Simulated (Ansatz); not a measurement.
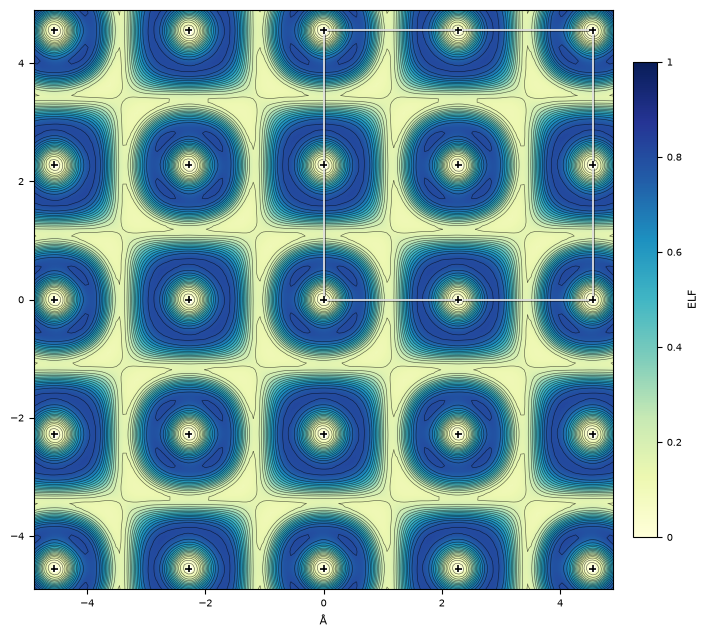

The ELF on a plane through atoms (crosses mark nuclei in the plane).

All numbers below come from DFT PBEsol, scalar-relativistic, plane waves, PAW (Ansatz).

Candidates:
A. ZrN, a = 4.55 Å, b = 4.55 Å, c = 4.55 Å, α = 90.00°, β = 90.00°, γ = 90.00°. Space group Fm-3m; computed without spin polarisation.
B. InP, a = 5.88 Å, b = 5.88 Å, c = 5.88 Å, α = 90.00°, β = 90.00°, γ = 90.00°. Space group F-43m.

Which candidate gave the map?

Candidate A: ZrN on the (001) plane of the conventional cell, which holds Zr and N. Zr–N (2.28 Å): the ELF peaks at about 0.80 in the valence shell of N, 0.7 Å from its nucleus, and drops to about 0.15 between the two atoms (no shared electron pair shows on this line). Zr–Zr (3.22 Å): the ELF is about 0.15 at the midpoint: no localised pair shows between them.
